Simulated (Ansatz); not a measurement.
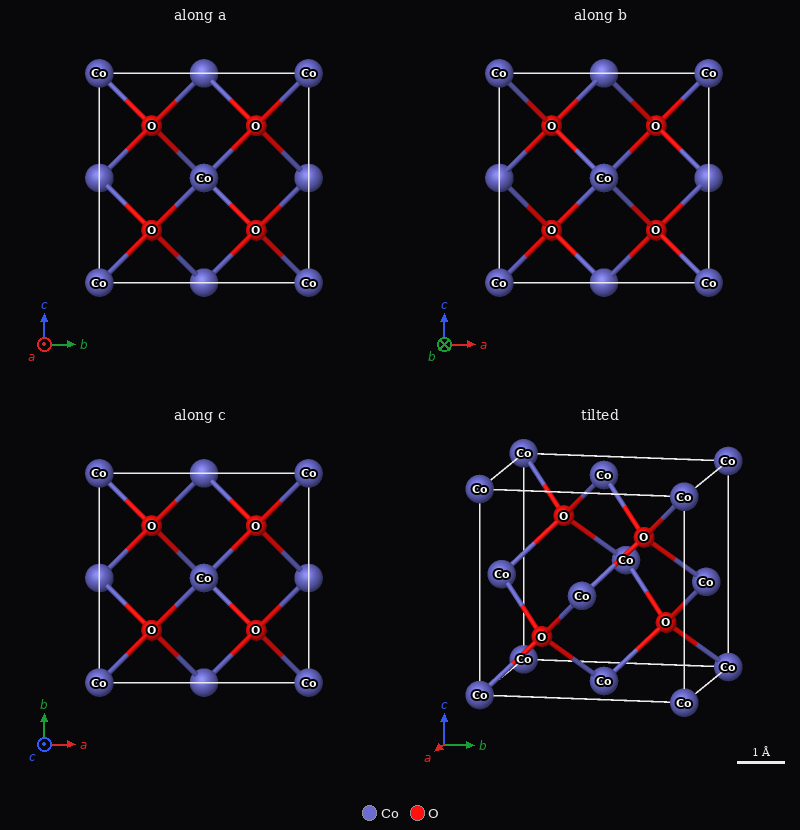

Crystal structure, ball-and-stick style, seen along the a axis, along the b axis, along the c axis and slightly off an axis. Thin lines show the conventional unit cell, with boundary atoms drawn in all their periodic places.

Lattice parameters: a = 4.499 Å, b = 4.499 Å, c = 4.499 Å, α = 90.00°, β = 90.00°, γ = 90.00°.

Convert the drawing into a table of Wyckoff sites.

Space group F-43m (No. 216).
```csv
atom,site,x,y,z
Co,4a,0.0000,0.0000,0.0000
O,4d,0.2500,0.2500,0.7500
```

The structure comes from a structure type filled with these elements by a generator (whether the compound takes this form wasn't checked). What is shown is the relaxed result from DFT, PBE, PAW with Ansatz's default frozen-core files, scalar-relativistic (Ansatz).
